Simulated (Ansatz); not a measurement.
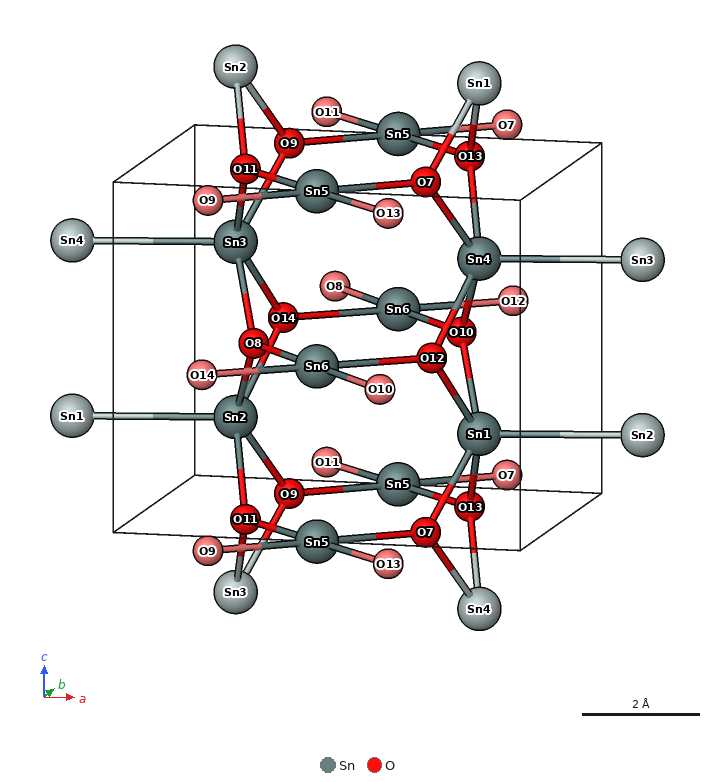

Figure 1. The input geometry of run A (ball-and-stick view of the cell of the calculation, seen slightly off an axis; neighbours outside the cell are drawn fainter; atoms are numbered from 1 in the order of the input). An atom can appear more than once, as a periodic image.

**Sn3O4: a changed input and its effect**

System: Sn3O4 (P2/c, 14 atoms in the cell).
Method of run A: DFT PBE, scalar-relativistic, plane waves, PAW, no spin polarisation (Ansatz 0.2.0).

The structure derives from a Materials Project entry. Text and figures count atoms from 1; the logs count them from 0 in places.

The input, run A:
```yaml
crystal:
  lattice:
    - [7.1913031934, 0.0, 0.0]
    - [0.0, 5.853911, 0.0]
    - [-0.0125185956, 0.0, 6.1035832659]
  atoms:
    - { symbol: Sn, position: [0.799496, 0.499326, 0.241482] }
    - { symbol: Sn, position: [0.200504, 0.499326, 0.258518] }
    - { symbol: Sn, position: [0.200504, 0.500674, 0.758518] }
    - { symbol: Sn, position: [0.799496, 0.500674, 0.741482] }
    - { symbol: Sn, position: [0.5, 0.0, 0.0] }
    - { symbol: Sn, position: [0.5, 0.0, 0.5] }
    - { symbol: O, position: [0.711148, 0.281283, 0.991283] }
    - { symbol: O, position: [0.288852, 0.281283, 0.508717] }
    - { symbol: O, position: [0.288852, 0.718717, 0.008717] }
    - { symbol: O, position: [0.711148, 0.718717, 0.491283] }
    - { symbol: O, position: [0.271105, 0.267415, 0.007864] }
    - { symbol: O, position: [0.728895, 0.267415, 0.492136] }
    - { symbol: O, position: [0.728895, 0.732585, 0.992136] }
    - { symbol: O, position: [0.271105, 0.732585, 0.507864] }
basis:
  ecutwfc: 420
kpoints:
  mp_grid: { grid: [4, 4, 4] }
hamiltonian:
  xc: pbe
scf:
  occupations: { method: gaussian, width: 0.1 }
output:
  forces: true
  stress: true
  eigenvalues: true
```

Command:
```bash
ansatz run input.yaml --threads 4 --pin off --max-ram 10240MiB --backend cpu --events-out ev --progress --plain --runs-dir out
```

Hardware: 4 threads of Intel Xeon @ 2.50GHz (Skylake/Cascade Lake), 189 GiB of memory available, shared host.

Output, shortened to warnings, some set-up lines, iterations and results (run A):
```
Basis set: ecut = 420 eV, 5011 PW (Γ), exchange–correlation on 100×80×90 points (8 copies of the dense FFT grid, shifted against one another)
Symmetry: 4 space group operations
k-points: 30 of 64
Initial density: superposition of atomic densities (neutral atoms: chi_scale 0, normalization atom), corrected by the library's trained network
[...]
SCF iter   1: F=—  HF=-40681.178684 eV  |F-HF|=—  |Δ(HF+E_count)|=         —  Δρ=3.51e-3  dr2=4.17e-2  ethr=1.77e-3  ⟨swp⟩=6.3  Hψ=9636  notcnv=0  defer=8
SCF iter   2: F=—  HF=-40681.179389 eV  |F-HF|=—  |Δ(HF+E_count)|=   7.05e-4  Δρ=2.20e-3  dr2=2.26e-2  ethr=3.16e-5  ⟨swp⟩=1.8  Hψ=3156  notcnv=0  defer=16
SCF iter   3: F=—  HF=-40681.180180 eV  |F-HF|=—  |Δ(HF+E_count)|=   7.91e-4  Δρ=2.58e-3  dr2=2.17e-2  ethr=1.71e-5  ⟨swp⟩=2.0  Hψ=3109  notcnv=0  defer=16
SCF iter   4: F=—  HF=-40681.175908 eV  |F-HF|=—  |Δ(HF+E_count)|=   4.27e-3  Δρ=7.55e-4  dr2=1.28e-3  ethr=1.64e-5  ⟨swp⟩=2.0  Hψ=2928  notcnv=0  defer=16
SCF iter   5: F=—  HF=-40681.175880 eV  |F-HF|=—  |Δ(HF+E_count)|=   2.80e-5  Δρ=2.92e-4  dr2=3.08e-4  ethr=9.73e-7  ⟨swp⟩=2.0  Hψ=3051  notcnv=0  defer=16
SCF iter   6: F=—  HF=-40681.175842 eV  |F-HF|=—  |Δ(HF+E_count)|=   3.77e-5  Δρ=8.00e-5  dr2=1.31e-5  ethr=2.33e-7  ⟨swp⟩=2.0  Hψ=2927  notcnv=0  defer=16
SCF iter   7: F=—  HF=-40681.175855 eV  |F-HF|=—  |Δ(HF+E_count)|=   1.30e-5  Δρ=3.06e-5  dr2=1.93e-6  ethr=9.89e-9  ⟨swp⟩=2.0  Hψ=3168  notcnv=0  defer=39
SCF iter   8: F=—  HF=-40681.175857 eV  |F-HF|=—  |Δ(HF+E_count)|=   2.19e-6  Δρ=1.91e-5  dr2=1.02e-6  ethr=1.47e-9  ⟨swp⟩=2.0  Hψ=4152  notcnv=0  defer=39
SCF iter   9: F=-40681.175857 eV  HF=-40681.175857 eV  |F-HF|=1.38e-8  |Δ(HF+E_count)|=   1.57e-7  Δρ=3.60e-6  dr2=2.43e-8  ethr=7.58e-11  ⟨swp⟩=10.8  Hψ=12133  notcnv=0
SCF 1 converged in 9 iterations: F = -40681.175857 eV  dr2 = 2.43e-8
SCF converged after 9 iterations
Free energy (F): -40681.175857 eV
Harris-Foulkes:  -40681.175857 eV  (|F-HF|=1.38e-8)
Internal energy: -40681.171736 eV  (E = F + TS)
E sigma→0 (E₀):  -40681.173797 eV
Entropy (-TS):   -0.004121 eV (-0.294 meV/atom)
Fermi energy:    6.992103 eV
--- Per-component energies (eV) ---
  E_band       = -851.675512
  E_kinetic    = 2517.191297
  E_local      = -10858.701926  (includes V_loc(G=0)·N_el)
  E_nonlocal   = 199.528203
  E_hartree    = 5536.213742
  E_xc         = -2872.997467
  E_vxc        = -1315.550948  (∫ρ·V_xc dr)
  E_paw        = -26114.112724  (= ΣΔE_a)
  E_vpaw       = -2466.582500  (= ΣTr[D̂ρ^β])
  E_aug_tail   = 0.019158  (compensation charges beyond the density's cutoff)
  E_ewald      = -9088.312019
  E_smearing   = -0.004121  (= −TS)
  E_closure    = -0.000000  (closes the sum)
  Σ components = -40681.175857   (vs F -40681.175857, Δ=0.00e0)
--- Forces (eV/Å), atoms counted from 1 ---
  atom   1  Sn    -0.10458380     0.01626052     0.03897221
  atom   2  Sn     0.10458380     0.01626052    -0.03897221
  atom   3  Sn     0.10458380    -0.01626052    -0.03897221
  atom   4  Sn    -0.10458380    -0.01626052     0.03897221
  atom   5  Sn     0.00000000     0.00000000     0.00000000
  atom   6  Sn     0.00000000     0.00000000     0.00000000
  atom   7  O      0.06378304     0.00316946     0.05444137
  atom   8  O     -0.06378304     0.00316946    -0.05444137
  atom   9  O     -0.06378304    -0.00316946    -0.05444137
  atom  10  O      0.06378304    -0.00316946     0.05444137
  atom  11  O      0.01146874     0.04676923    -0.04150340
  atom  12  O     -0.01146874     0.04676923     0.04150340
  atom  13  O     -0.01146874    -0.04676923     0.04150340
  atom  14  O      0.01146874    -0.04676923    -0.04150340
  max |Σ_I F_I| component: 6.94e-18 eV/Å
--- Stress (GPa, compression-positive) ---
       -0.032607       0.000000       0.053121
        0.000000      -0.342317       0.000000
        0.053121       0.000000      -0.469809
  P = ⅓ Tr σ = -0.2816 GPa (-2.816 kbar)
```

For run B the input was changed thus:
```diff
-  mp_grid: { grid: [4, 4, 4] }
+  mp_grid: { grid: [6, 6, 6] }
+  populations: true
```

How does run B compare with run A?

The free energy of run B is 0.5 meV per atom lower, which measures how much it depends on this numerical setting. The number of SCF iterations is the same. The irreducible k-points go from 30 to 80. On the same kind of shared host run B took about 2.8 times as long.

Output, shortened to warnings, some set-up lines, iterations and results (run B):
```
Basis set: ecut = 420 eV, 5011 PW (Γ), exchange–correlation on 100×80×90 points (8 copies of the dense FFT grid, shifted against one another)
Symmetry: 4 space group operations
k-points: 80 of 216
Initial density: superposition of atomic densities (neutral atoms: chi_scale 0, normalization atom), corrected by the library's trained network
[...]
SCF iter   1: F=—  HF=-40681.184684 eV  |F-HF|=—  |Δ(HF+E_count)|=         —  Δρ=3.51e-3  dr2=3.90e-2  ethr=1.77e-3  ⟨swp⟩=6.3  Hψ=25501  notcnv=0  defer=36
SCF iter   2: F=—  HF=-40681.183421 eV  |F-HF|=—  |Δ(HF+E_count)|=   1.26e-3  Δρ=1.94e-3  dr2=1.14e-2  ethr=2.96e-5  ⟨swp⟩=2.1  Hψ=9605  notcnv=0  defer=71
SCF iter   3: F=—  HF=-40681.184123 eV  |F-HF|=—  |Δ(HF+E_count)|=   7.03e-4  Δρ=1.67e-3  dr2=6.87e-3  ethr=8.67e-6  ⟨swp⟩=2.2  Hψ=8844  notcnv=0  defer=71
SCF iter   4: F=—  HF=-40681.182985 eV  |F-HF|=—  |Δ(HF+E_count)|=   1.14e-3  Δρ=2.98e-4  dr2=2.78e-4  ethr=5.20e-6  ⟨swp⟩=2.0  Hψ=7670  notcnv=0  defer=71
SCF iter   5: F=—  HF=-40681.183048 eV  |F-HF|=—  |Δ(HF+E_count)|=   6.36e-5  Δρ=1.10e-4  dr2=4.64e-5  ethr=2.11e-7  ⟨swp⟩=2.8  Hψ=10665  notcnv=0  defer=71
SCF iter   6: F=—  HF=-40681.183069 eV  |F-HF|=—  |Δ(HF+E_count)|=   2.03e-5  Δρ=7.57e-5  dr2=1.44e-5  ethr=3.51e-8  ⟨swp⟩=2.0  Hψ=8687  notcnv=0  defer=74
SCF iter   7: F=—  HF=-40681.183070 eV  |F-HF|=—  |Δ(HF+E_count)|=   1.06e-6  Δρ=2.39e-5  dr2=2.27e-6  ethr=1.09e-8  ⟨swp⟩=2.1  Hψ=8440  notcnv=0  defer=74
SCF iter   8: F=—  HF=-40681.183070 eV  |F-HF|=—  |Δ(HF+E_count)|=   4.17e-7  Δρ=6.60e-6  dr2=1.79e-7  ethr=1.72e-9  ⟨swp⟩=2.0  Hψ=7972  notcnv=0  defer=74
SCF iter   9: F=-40681.183070 eV  HF=-40681.183070 eV  |F-HF|=1.14e-8  |Δ(HF+E_count)|=   1.29e-7  Δρ=1.36e-6  dr2=7.47e-9  ethr=7.58e-11  ⟨swp⟩=11.2  Hψ=26896  notcnv=0
SCF 1 converged in 9 iterations: F = -40681.183070 eV  dr2 = 7.47e-9
SCF converged after 9 iterations
Free energy (F): -40681.183070 eV
Harris-Foulkes:  -40681.183070 eV  (|F-HF|=1.14e-8)
Internal energy: -40681.181839 eV  (E = F + TS)
E sigma→0 (E₀):  -40681.182454 eV
Entropy (-TS):   -0.001232 eV (-0.088 meV/atom)
Fermi energy:    7.008537 eV
--- Per-component energies (eV) ---
  E_band       = -851.673135
  E_kinetic    = 2517.193039
  E_local      = -10858.721666  (includes V_loc(G=0)·N_el)
  E_nonlocal   = 199.543668
  E_hartree    = 5536.250915
  E_xc         = -2872.963859
  E_vxc        = -1315.513044  (∫ρ·V_xc dr)
  E_paw        = -26114.191076  (= ΣΔE_a)
  E_vpaw       = -2466.693750  (= ΣTr[D̂ρ^β])
  E_aug_tail   = 0.019160  (compensation charges beyond the density's cutoff)
  E_ewald      = -9088.312019
  E_smearing   = -0.001232  (= −TS)
  E_closure    = -0.000000  (closes the sum)
  Σ components = -40681.183070   (vs F -40681.183070, Δ=0.00e0)
--- Forces (eV/Å), atoms counted from 1 ---
  atom   1  Sn    -0.10542017     0.01624443     0.03882012
  atom   2  Sn     0.10542017     0.01624443    -0.03882012
  atom   3  Sn     0.10542017    -0.01624443    -0.03882012
  atom   4  Sn    -0.10542017    -0.01624443     0.03882012
  atom   5  Sn     0.00000000     0.00000000    -0.00000000
  atom   6  Sn     0.00000000     0.00000000     0.00000000
  atom   7  O      0.05178598    -0.00522215     0.05492005
  atom   8  O     -0.05178598    -0.00522215    -0.05492005
  atom   9  O     -0.05178598     0.00522215    -0.05492005
  atom  10  O      0.05178598     0.00522215     0.05492005
  atom  11  O      0.02344340     0.03802014    -0.04201804
  atom  12  O     -0.02344340     0.03802014     0.04201804
  atom  13  O     -0.02344340    -0.03802014     0.04201804
  atom  14  O      0.02344340    -0.03802014    -0.04201804
  max |Σ_I F_I| component: 5.55e-17 eV/Å
--- Stress (GPa, compression-positive) ---
       -0.046613       0.000000       0.057602
        0.000000      -0.392777       0.000000
        0.057602       0.000000      -0.482468
  P = ⅓ Tr σ = -0.3073 GPa (-3.073 kbar)
--- Löwdin populations: 14 sites ---
  site symbol       q [e]
     0     Sn     12.7514
     1     Sn     12.7514
     2     Sn     12.7514
     3     Sn     12.7514
     4     Sn     13.0509
     5     Sn     13.0509
     6      O      6.7784
     7      O      6.7784
     8      O      6.7784
     9      O      6.7784
    10      O      6.7790
    11      O      6.7790
    12      O      6.7790
    13      O      6.7790
  spilling = 0.005022 (of n_electrons = 132.000000)
```

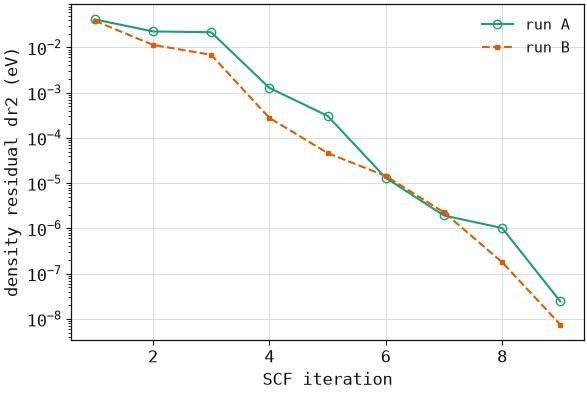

Figure 2. Convergence of the two runs: density residual dr2 against the SCF iteration. Run A takes 9 iterations in all, and run B takes 9.

The two runs side by side:

```csv
quantity,run A,run B
outcome,converged,converged
free energy per atom (eV),−2905.7983,−2905.7988
pressure (GPa),−0.28,−0.31
largest force (eV/Å),0.113,0.114
SCF iterations,9,9
irreducible k-points,30,80
plane waves at Γ,5011,5011
wall time (shared host),24 s,66 s
```
